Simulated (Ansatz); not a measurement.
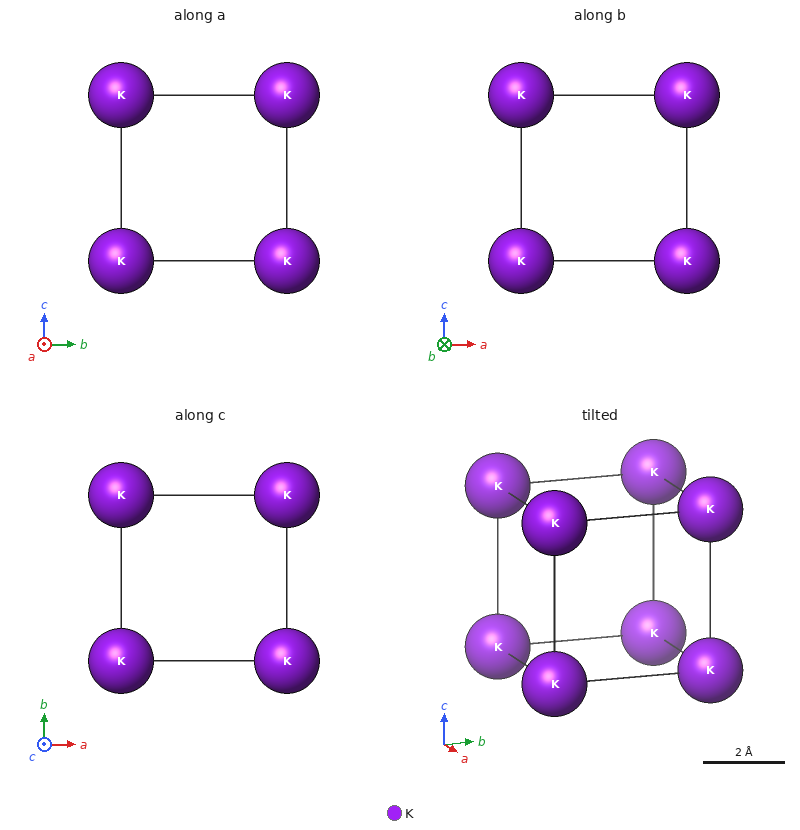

We look at a spheres-only model of the crystal along the a axis, along the b axis, along the c axis and slightly off an axis. The frame is the conventional unit cell; atoms at its boundary are shown with their periodic copies.

Lattice parameters: a = 4.103 Å, b = 4.103 Å, c = 4.103 Å, α = 90.00°, β = 90.00°, γ = 90.00°. Put a along x and b in the xy plane.

Question: Express the structure as a POSCAR file.

Answer:
```
K
1.0
     4.103    0.000    0.000
     0.000    4.103    0.000
     0.000    0.000    4.103
K
1
Direct
  0.0000 0.0000 0.0000
```

The initial geometry was a structure type filled with this element by a generator (whether the element takes this form wasn't checked). The final geometry of a relaxation with DFT, LDA (PW92), plane waves (420 eV) with PAW, scalar-relativistic (Ansatz) is shown.
